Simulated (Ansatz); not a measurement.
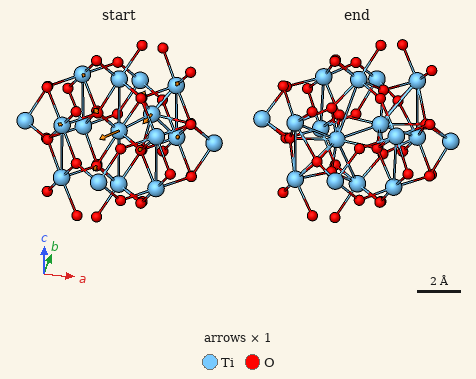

The structure of a defect cell of composition Ti25O48 (cell charge +2) before (left) and after (right) a relaxation, at one scale. The orange arrows give the displacements, at their true length.

Style: ball-and-stick. Shown: the atoms within 5.0 Å of the atom that moves most (axes of the cell of the calculation (origin shifted)), from a free direction.

The atoms of the start lie slightly off their symmetric places, so part of the fall in energy undoes that.

These are results of DFT, PBEsol, PAW, plane waves in Ansatz 0.2.0, not measurements. Settings: plane-wave cutoff 420 eV; k-point mesh 1 × 1 × 1; mesh shifted by (0.25, 0.25, 0.25); collinear spin; atoms relaxed in a fixed cell; force threshold 0.03 eV/Å; at most 80 steps.

Q: Summarise the run.

A: The atom that moves furthest is a Ti atom (1.21 Å along [−1 −1 0]). Largest moves by element: Ti 1.21 Å, O 0.41 Å. The cell doesn't change. Some distances before and after: O–Ti 3.489 → 2.164 Å, O–Ti 1.931 → 3.238 Å, O–Ti 1.992 → 3.232 Å, O–Ti 3.458 → 2.237 Å. New bonds form, among them: O–Ti (2.71 → 2.10 Å), O–Ti (2.76 → 2.02 Å), O–Ti (3.46 → 2.24 Å), O–Ti (3.49 → 2.16 Å). Bonds break, among them: O–Ti (1.93 → 3.24 Å), O–Ti (1.99 → 3.23 Å). Among the angles between lasting bonds that change: Ti–O–Ti 165.4° → 120.8°, Ti–O–Ti 129.5° → 90.8°, Ti–O–Ti 129.4° → 90.8°. Over 15 geometry steps the energy falls by 19.668 eV per cell of the calculation. The largest force component goes from 42 to 0.021 eV/Å. The program noted that the starting moments weren't kept. The run took 25 s on 1 × NVIDIA GB200 with 8 threads of Arm Neoverse-V2, peak memory 2 GiB.

Limits of the set-up: the cell is charged, on a uniform background, and energies carry no finite-size correction.
